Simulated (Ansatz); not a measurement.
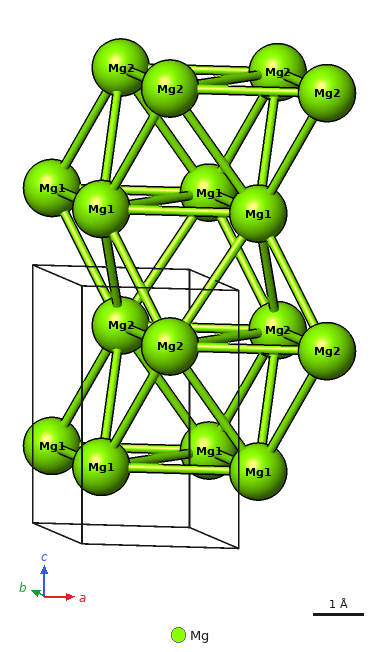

This is a symmetric starting cell of Mg. Style: ball-and-stick. Shown: the cell of the calculation, repeated 2 × 2 × 2 with one cell outlined, slightly off an axis.

The calculation used DFT PBE, scalar-relativistic, plane waves, PAW in Ansatz 0.2.0. Set-up: plane-wave cutoff 420 eV; k-point mesh 15 × 15 × 8; occupations gaussian; smearing width 0.1 eV; no spin polarisation.

The variant: The cell is strained by +2.0 % along c and −4.0 % across it (volume −5.9 %), the atoms keeping their fractional coordinates. No relaxation follows. The starting cell wasn't computed here and needn't be at equilibrium, so pressure and forces aren't due to the change alone.

Q: What is the effect?

A: Some distances before and after: Mg–Mg 3.209 → 3.082 Å. The space group stays P6_3/mmc (No. 194). The pressure is 2.2 GPa (not all of it need come from the change, since the unchanged cell can be under pressure at this level too). The principal stresses (compression positive) are −0.2 GPa along c and 3.3 GPa across it. All forces vanish by symmetry.

Drawn alike, the variant:

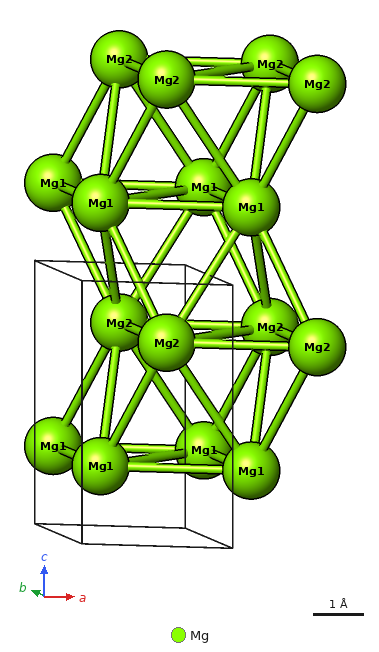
